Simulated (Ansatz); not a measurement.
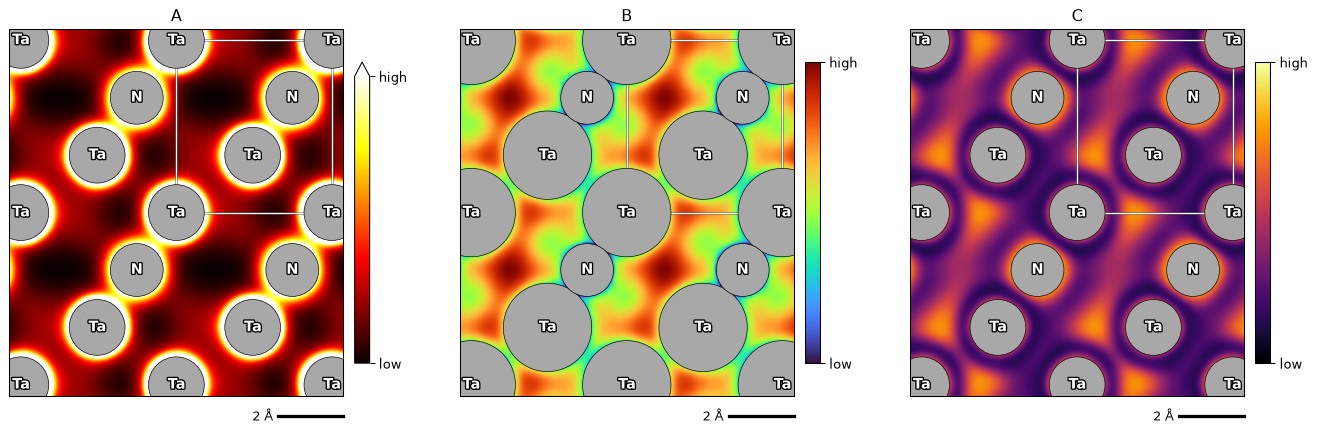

Ta2N: 3 fields on the (110) plane of the conventional cell, with unlabelled colour scales. Grey discs cover the atomic cores.

Space group P-3m1; a structure from a database of computed crystals, not necessarily the ambient phase; computed pressure about 10 GPa in this cell.

Level of theory: Kohn-Sham DFT of a periodic cell, PBEsol, Ansatz PAW in Ansatz.

```xyz
3
Lattice="3.0493 0.0000 0.0000 -1.5247 2.6408 0.0000 0.0000 0.0000 4.7704" Properties=species:S:1:pos:R:3 pbc="T T T"
Ta    0.0000    1.7605    1.2151
Ta    1.5247    0.8803    3.5554
N     0.0000    0.0000    0.0000
```

Match the panels to the quantities (electron localisation function, electrostatic potential energy of an electron and valence pseudo-density).

Panel A: valence pseudo-density. Panel B: electrostatic potential energy of an electron (low next to the atoms, rising into the space between them). Panel C: electron localisation function. From the grid: Ta–Ta (2.93 Å): ρ is about 0.3 e/Å³ halfway; the ELF is about 0.35 at the midpoint.
